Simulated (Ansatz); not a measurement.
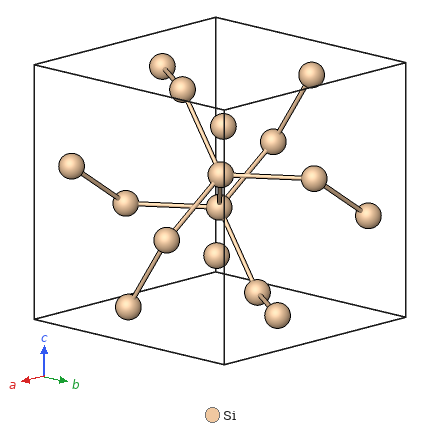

Si, space group Ia-3 (No. 206), a = 6.647 Å, b = 6.647 Å, c = 6.647 Å, α = 90.00°, β = 90.00°, γ = 90.00°

```csv
site,Wyckoff,x,y,z
Si,16c,0.1008,0.1008,0.1008
```

Source: coordinates from a relaxation with Ansatz, DFT, r2SCAN, plane waves (500 eV) with PAW, scalar-relativistic.

Question: How is the cell volume shared among the sites in a plain Voronoi partition?

Answer:
| site | faces above 1 % of the sphere | volume (Å³) | solid angle by neighbour (%) |
| --- | --- | --- | --- |
| Si | 17 | 18.35 | Si 100 |

Weighted by multiplicity the volumes add up to the cell volume, 293.6 Å³.

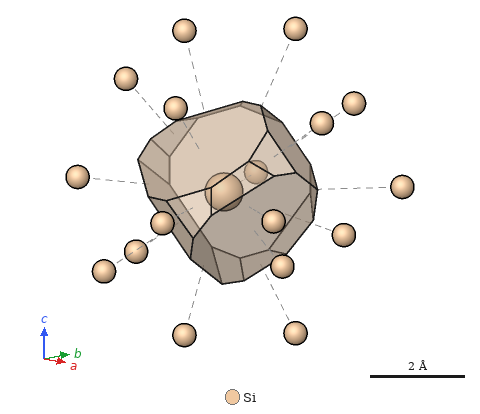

The computed Voronoi cell of Si, with the neighbours that bound it.
